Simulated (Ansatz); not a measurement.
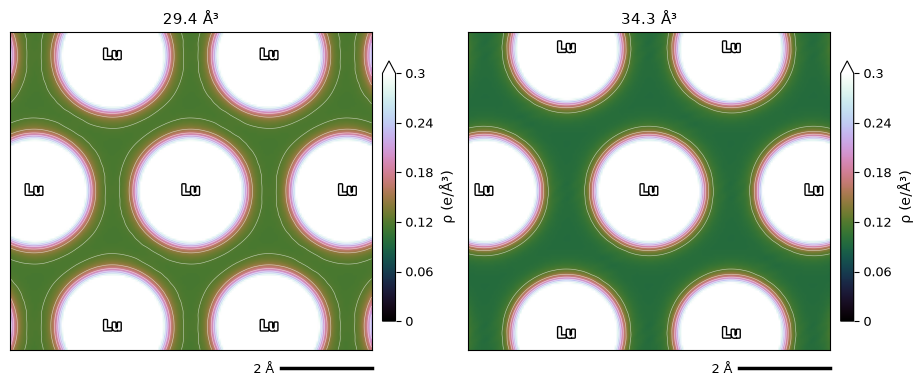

Lu. The valence electron density of cells scaled evenly to different volumes (given per atom above each panel), on the (100) plane of each (indices in the axes of the cell below), at one length scale and on one colour scale.

A generated structure, not necessarily the stable one; computed without spin polarisation.

Theory: DFT, RPBE, plane waves (420 eV) with PAW, scalar-relativistic (Ansatz).

In a PAW calculation such maps are meaningful between the atoms, not at the nuclei.

The largest cell:

```
CELL_PARAMETERS angstrom
0.00000 2.57810 2.57810
2.57810 0.00000 2.57810
2.57810 2.57810 0.00000
ATOMIC_POSITIONS crystal
Lu 0.00000 0.00000 0.00000
```

| volume (Å³/atom) | Lu–Lu contact in the plane (Å) | ρ at its midpoint (e/Å³) | pressure (GPa) | 
| --- | --- | --- | --- |
| 29.38 | 3.463 | 0.117 | 1.7 | 
| 33.05 | 3.602 | ? | ? | 
| 34.27 | 3.646 | 0.098 | −3.7 | 

What values belong in the row with question marks?

Answer. Over the known rows ln ρ falls by 0.97 per Å of Lu–Lu distance (the line through the two), which gives 0.102 e/Å³ at 3.602 Å; the calculation gives 0.102 e/Å³. For the pressure, a straight line in volume between the neighbouring rows gives −2.4 GPa; the calculation gives −2.6.
